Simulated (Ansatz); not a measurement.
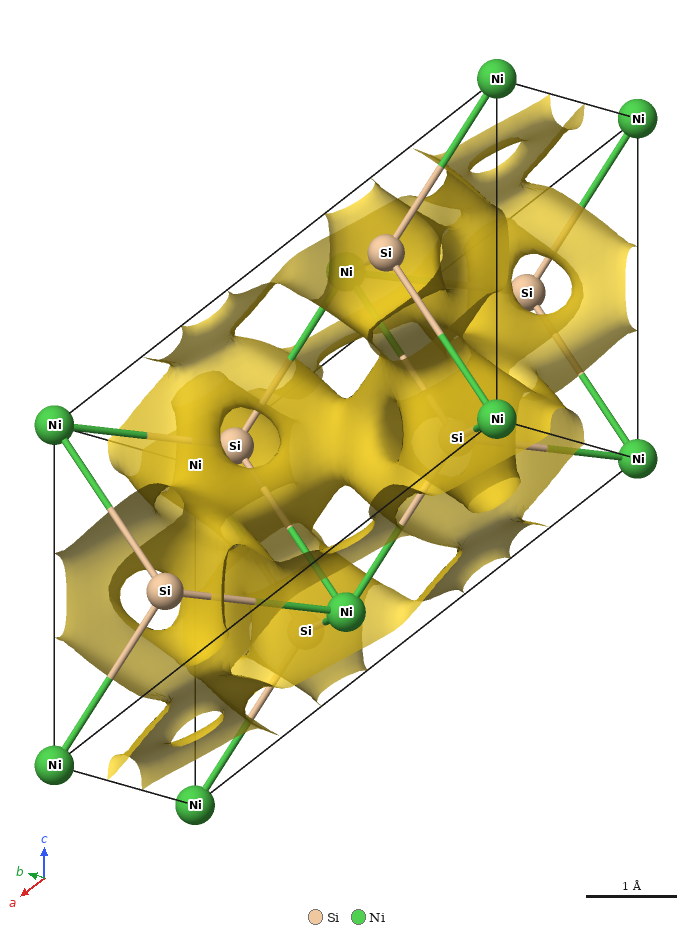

*Si2Ni. Isosurface of the ELF at 0.55 (yellow), seen at an oblique angle. Only the valence region is drawn (cores and ρ < 0.01 e/Å³ removed). Sticks mark near contacts.*

Space group C2/m; a structure from a database of computed crystals, not necessarily the ambient phase; computed without spin polarisation.

Level of theory: DFT PBE, scalar-relativistic, plane waves, PAW in Ansatz 0.2.0.

Core electrons are frozen (PAW), and the valence fields are smoothed inside the atomic spheres.

Identify the bonds, lone pairs and shells in this picture.

Answer. At this value the surface marks out one network that runs through the whole crystal, counted in one cell of 6 atoms. Any copies at cell faces, edges or corners count once. Profiles from the grid: Si–Ni (2.34 Å): the ELF peaks at about 0.80 in the valence shell of Si, 0.9 Å from its nucleus, and is about 0.55 at the midpoint. Si–Ni (2.38 Å): the ELF peaks at about 0.75 in the valence shell of Si, 0.9 Å from its nucleus, and is about 0.50 at the midpoint.
